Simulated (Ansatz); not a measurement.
GaAs (interface cell)

Input

```
crystal:
  lattice:
    - [4.0626003926, 0.0, 0.0]
    - [0.0, 9.9512979906, 0.0]
    - [0.0, 0.0, 14.0732605815]
  atoms:
    - { symbol: Ga, position: [0.0, 0.0, 0.0] }
    - { symbol: Ga, position: [1.0, 0.3333333333, 0.3333333333] }
    - { symbol: As, position: [0.5, 0.75, 0.25] }
    - { symbol: Ga, position: [0.0, 0.6666666667, 0.1666666667] }
    - { symbol: As, position: [0.5, 0.0833333333, 0.0833333333] }
    - { symbol: As, position: [0.5, 0.4166666667, 0.4166666667] }
    - { symbol: Ga, position: [0.5, 0.0, 0.25] }
    - { symbol: Ga, position: [0.0, 0.75, 0.5] }
    - { symbol: As, position: [0.0, 0.0833333333, 0.3333333333] }
    - { symbol: Ga, position: [0.5, 0.3333333333, 0.0833333333] }
    - { symbol: Ga, position: [0.5, 0.6666666667, 0.4166666667] }
    - { symbol: As, position: [0.0, 0.4166666667, 0.1666666667] }
    - { symbol: As, position: [1.0, 1.0, 0.5] }
    - { symbol: As, position: [1.0, 0.3333333333, 0.8333333333] }
    - { symbol: Ga, position: [0.5, 0.75, 0.75] }
    - { symbol: As, position: [0.0, 0.6666666667, 0.6666666667] }
    - { symbol: Ga, position: [0.5, 0.0833333333, 0.5833333333] }
    - { symbol: Ga, position: [0.5, 0.4166666667, 0.9166666667] }
    - { symbol: As, position: [0.5, 0.0, 0.75] }
    - { symbol: As, position: [1.0, 0.75, 0.0] }
    - { symbol: Ga, position: [0.0, 0.0833333333, 0.8333333333] }
    - { symbol: As, position: [0.5, 0.3333333333, 0.5833333333] }
    - { symbol: As, position: [0.5, 0.6666666667, 0.9166666667] }
    - { symbol: Ga, position: [0.0, 0.4166666667, 0.6666666667] }
basis:
  ecutwfc: 420
kpoints:
  mp_grid: { grid: [8, 4, 3] }
hamiltonian:
  xc: pbe
scf:
  occupations: { method: gaussian, width: 0.05 }
output:
  forces: true
  stress: true
  eigenvalues: true
  populations: true
  write_density: true
  write_potential: true
  elf: true
  volumetric_format: npy
relax:
  adjacent_minimum: "off"
  f_tol: 0.02
  max_steps: 45
  cell: { fix: [a, b, alpha, beta, gamma], stress_tol: 0.1 }
```

Run with:

```sh
ansatz run input.yaml --threads 4 --pin off --max-ram 12288MiB --backend cpu --events-out ev --progress --plain --runs-dir out
```

The fields are those of the relaxed geometry.

The calculation used DFT PBE, scalar-relativistic, plane waves, PAW (Ansatz 0.2.0).

> What can the converged valence pseudo-density and electron localisation function tell about the bonding?

Ga–Ga (2.48 Å): ρ at the midpoint is about 0.42 e/Å³; the ELF peaks at about 0.70 between the atoms.
Ga–As (2.47 Å): ρ at the midpoint is about 0.48 e/Å³; the ELF peaks at about 0.75 between the atoms.
As–As (2.48 Å): ρ is about 0.53 e/Å³ halfway; the ELF peaks at about 0.75 between the atoms.
Ga–As (2.51 Å): ρ is about 0.46 e/Å³ halfway, with its minimum of 0.38 e/Å³ about 1.1 Å from Ga; the ELF peaks at about 0.80 between the atoms.

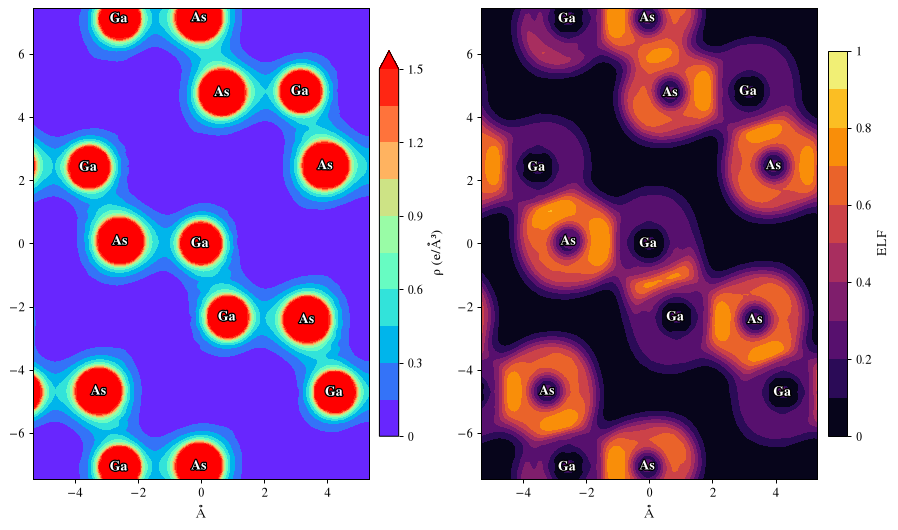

Computed valence pseudo-density and electron localisation function on the (100) plane of the calculation cell, in this order. 

Core electrons are frozen (PAW), and the valence fields are smoothed inside the atomic spheres.
